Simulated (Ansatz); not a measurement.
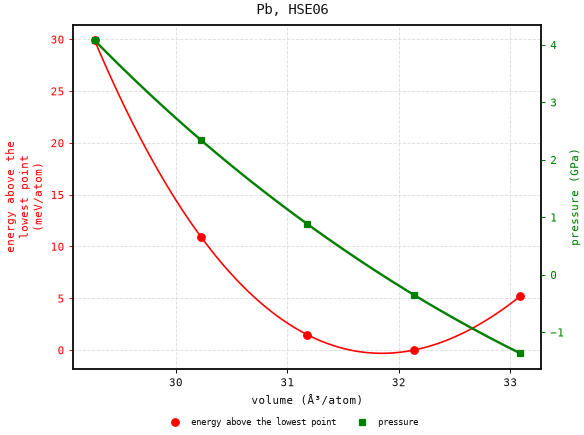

The figure shows the energy above the lowest point and pressure against volume for Pb, space group Fm-3m (No. 225) (one of a set of cubic test structures, which need not be the stable phase).

Computed with Ansatz 0.2.0 development build: equation of state of a cubic crystal from periodic Kohn-Sham density functional theory without spin, third-order Birch-Murnaghan fit to the free energies; pressure corrected for the finite basis. Level: HSE06, no spin-orbit coupling.

| setting | value |
| --- | --- |
| structure type | fcc |
| atoms in cell | 1 |
| space group number | 225 |
| lattice centring | face-centred primitive |
| k mesh | 6×6×6 |
| occupation method | Fermi–Dirac |
| occupation width | 0.1 eV |
| wave cutoff | 700 eV |
| datasets | hard PAW |
| density tolerance | 0 eV |
| bands | 15 |
| density cutoff ratio | 4 |
| search for lower states | default |
| exchange singularity | regularized |

### Give the fitted equation-of-state parameters.

A third-order Birch–Murnaghan fit gives V0 = 31.85 Å³/atom, B0 = 39.3 GPa and B′ = 4.9.

### How does the pressure vary with volume?

It falls from 4.075 GPa at volume 29.27 Å³/atom to −1.367 GPa at 33.09 Å³/atom, and changes sign near 31.86 Å³/atom.

Limits of the calculation: modest k-mesh, values are not fully converged in k; no spin-orbit coupling with 6p elements; pseudopotentials made with PBE, not this functional.
